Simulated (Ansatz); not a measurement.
BaTiO₃: several calculations on one system

## 1. Relaxation

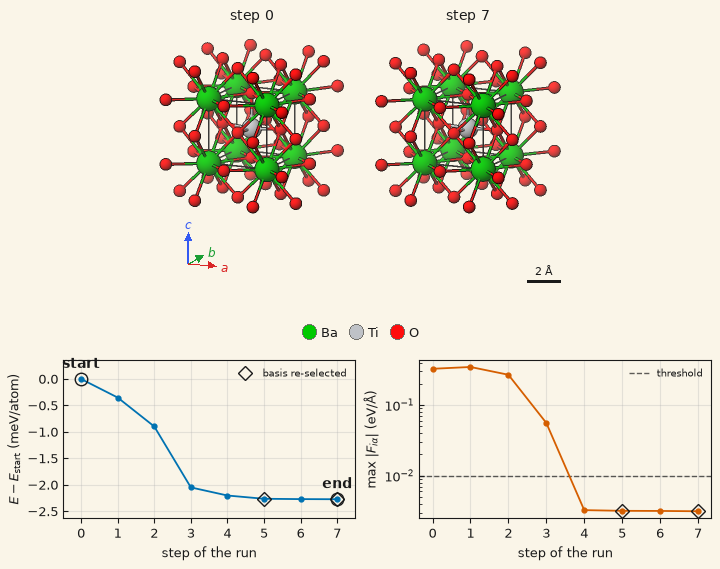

First and last geometry of a relaxation of solid BaTiO3 (set up in P4mm), with the history of the run. The picture is a ball-and-stick view of the cell of the calculation, seen from a free direction.

Case: volume × 0.97, shape and atoms relaxed.

Level of theory: DFT PBE+U, scalar-relativistic, plane waves, PAW (Ansatz 0.2.0).

Input
```yaml
crystal:
  lattice:
    - [3.9706814897, 0.0, 0.0]
    - [0.0, 3.9706814897, 0.0]
    - [0.0, 0.0, 4.0850794236]
  atoms:
    - { symbol: Ba, position: [0.0, 0.0, -0.0044913172] }
    - { symbol: Ti, position: [0.5, 0.5, 0.4811993323] }
    - { symbol: O, position: [0.5, 0.5, 0.0315330395] }
    - { symbol: O, position: [0.5, 0.0, 0.5173794727] }
    - { symbol: O, position: [0.0, 0.5, 0.5173794727] }
basis:
  ecutwfc: 420
kpoints:
  mp_grid: { grid: [8, 8, 8] }
hamiltonian:
  xc: pbe
  hubbard: { sites: [{ species: Ti, l: d, u_eff: 4.0 }] }
scf:
  occupations: { method: gaussian, width: 0.02 }
output:
  forces: true
  stress: true
  eigenvalues: true
relax:
  adjacent_minimum: "off"
  f_tol: 0.01
  max_steps: 30
  cell: { stress_tol: 0.1, fix: [volume] }
```

Command:
```bash
ansatz run input.yaml --threads 2 --pin off --max-ram 5120MiB --backend cpu --events-out ev --progress --plain --runs-dir out
```

Q: Read the history and describe the run.

A: It converged. The energy falls by 2.3 meV per atom in 5 accepted moves (7 points after the start). Largest force component: 0.33 eV/Å at the start, 0.0031 eV/Å at the end. Pressure: 5.13 GPa at the start and 3.38 GPa at the end. At 2 points the geometry stayed and the basis and grid were re-selected for the new cell (energy shift of 0.1 meV per atom at most each time). The largest move relative to the cell is that of Ti2, 0.044 Å along +c. By element the largest moves are Ti 0.044 Å, O 0.043 Å, Ba 0.027 Å. The drawn cell changes at constant volume: a = b 3.971 → 3.996 Å (+0.6 %), c 4.085 → 4.034 Å (−1.2 %). Some distances before and after: Ti2–O3 2.248 → 2.133 Å, Ti2–O3 (another image) 1.837 → 1.901 Å, Ba1–O4 2.913 → 2.873 Å, Ba1–O4 (another image) 2.785 → 2.805 Å. Bond angles that change, for instance: Ti2–O4–Ti2 171.5° → 174.9°, O4–Ti2–O4 171.5° → 174.9°, Ba1–O3–Ba1 174.0° → 176.9°. The space group stays P4mm (No. 99). The run took 63 s on 2 threads of Intel(R) Xeon(R) Platinum 8375C CPU @ 2.90GHz (Ice Lake), with other jobs on the host, peak memory 0.6 GiB.

## 2. Relaxation

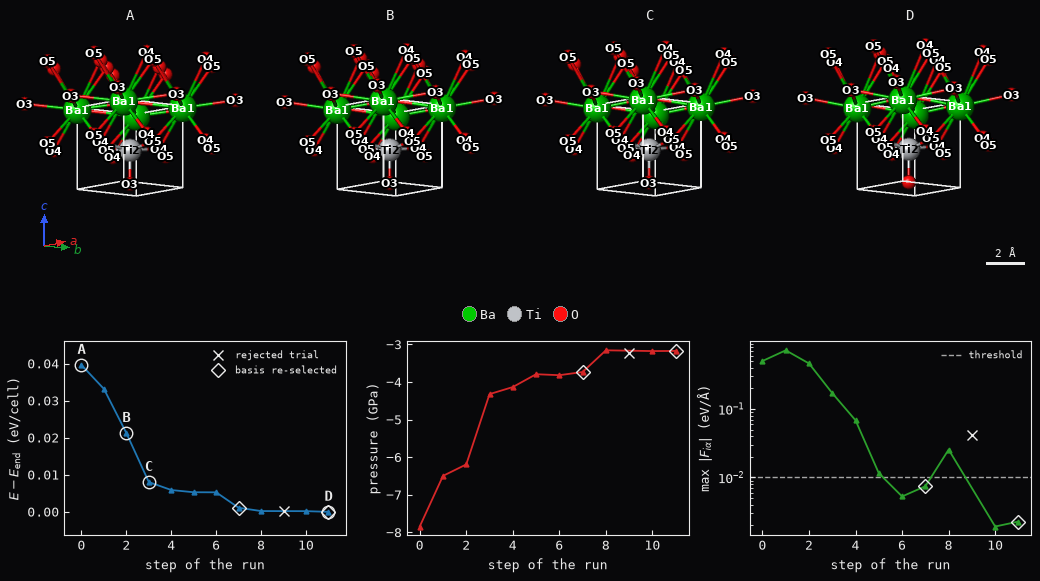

Frames of a relaxation of crystalline BaTiO$_{3}$ (set up in P4mm), marked on the history of the run. The picture is a ball-and-stick view of the cell of the calculation, seen from a free direction.

Case: volume × 1.10, shape and atoms relaxed.

Method: Ansatz 0.2.0, DFT PBE+U, scalar-relativistic, plane waves, PAW. (plane-wave cutoff 420 eV; k-point mesh 8 × 8 × 8; occupations gaussian; smearing width 0.02 eV; U Ti 4.0 eV; no spin polarisation; cell relaxed at fixed volume; force threshold 0.01 eV/Å; at most 30 steps)

**Describe the path.**

The energy falls by 39.6 meV per cell of the calculation in 8 accepted moves (11 points after the start). The largest force component goes from 0.5 to 0.0023 eV/Å. Pressure: −7.84 GPa at the start and −3.17 GPa at the end. The line search rejected the trial step at point 9 of the run. The SCF was repeated twice at an unchanged geometry on a basis and grid sized afresh for the cell, which shifted the energy by 4.2 meV per cell of the calculation at most. The atom that moves furthest relative to the cell is Ba1 (0.12 Å along −c). Largest moves by element: Ba 0.12 Å, O 0.08 Å, Ti 0.05 Å. The drawn cell changes at constant volume: a = b 4.049 → 3.953 Å (−2.4 %), c 4.455 → 4.675 Å (+4.9 %). Among the contacts that change: Ba1–O4 3.187 → 3.386 Å, Ba1–O4 (another image) 2.842 → 2.759 Å, Ti2–O3 1.829 → 1.790 Å, Ti2–O4 2.042 → 2.011 Å. Bond angles that change, for instance: Ba1–O3–Ba1 165.6° → 156.3°, Ba1–O4–Ba1 78.9° → 71.4°, O4–Ti2–O4 164.8° → 158.7°. The space group stays P4mm (No. 99). The run took 98 s on 2 threads of Intel(R) Xeon(R) Platinum 8375C CPU @ 2.90GHz (Ice Lake) (shared host), peak memory 0.56 GiB. From step 0 to 2: Ba1 moves most (0.06 Å), energy −18.4 meV per cell of the calculation. From step 2 to 3: Ti2 moves most (0.04 Å), energy −13.2 meV per cell of the calculation. From step 3 to 11: Ba1 moves most (0.05 Å), energy −8.0 meV per cell of the calculation.

```
step  E − E(0), meV/atom  largest force component, eV/Å  pressure, GPa                      note
   0                0.00                         0.5031          -7.84                          
   1               -1.29                         0.7212          -6.50                          
   2               -3.67                         0.4632          -6.19                          
   3               -6.32                         0.1705          -4.32                          
   4               -6.75                         0.0683          -4.13                          
   5               -6.87                         0.0115          -3.79                          
   6               -6.87                         0.0053          -3.82                          
   7               -7.71                         0.0074          -3.73  same geometry, new basis
   8               -7.88                         0.0255          -3.16                          
   9               -7.87                         0.0417          -3.24                  rejected
  10               -7.89                         0.0019          -3.18                          
  11               -7.93                         0.0023          -3.17  same geometry, new basis
```

## 3. A change

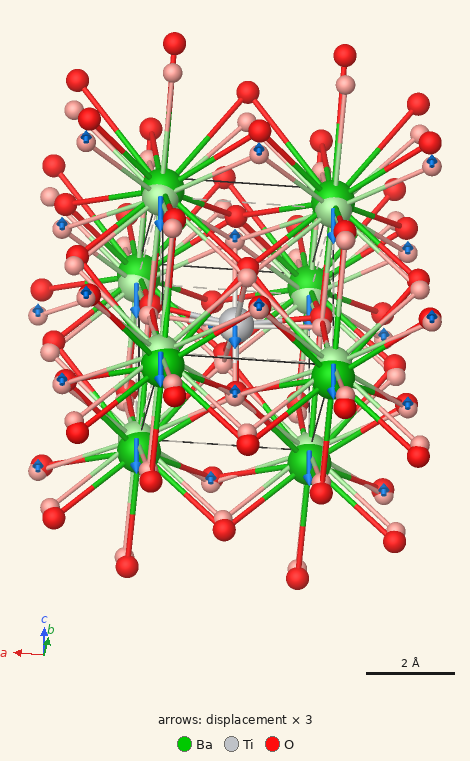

A crystal of BaTiO3 (set up in P4mm), drawn pale, and a changed version of it, drawn solid. The blue arrows show how the atoms are displaced (without the part that the change of the cell carries along), magnified 3 times. A ball-and-stick model of the cell of the calculation, seen from a free direction.

Method: DFT PBE+U, scalar-relativistic, plane waves, PAW in Ansatz 0.2.0. Set-up: plane-wave cutoff 420 eV; k-point mesh 8 × 8 × 8; occupations gaussian; smearing width 0.02 eV; U Ti 4.0 eV; no spin polarisation.

Q: Describe the change and its computed effect.

A: The volume is changed by +10.0 %. The cell's shape and the atoms are relaxed at that volume. It costs 20.9 meV per atom. The pressure goes from 0.0 to −3.2 GPa. Cell: a = b 4.011 → 3.953 Å (−1.5 %), c 4.127 → 4.675 Å (+13.3 %). Volume +10.0 %. The Ba atom moves most relative to the cell: 0.31 Å along −c. By element the largest moves are Ba 0.31 Å, Ti 0.20 Å, O 0.11 Å. Some distances before and after: O–Ti 2.271 → 2.884 Å, Ba–O 2.943 → 3.386 Å, O–Ti 1.856 → 1.790 Å, Ba–O 2.813 → 2.759 Å. The space group stays P4mm (No. 99).
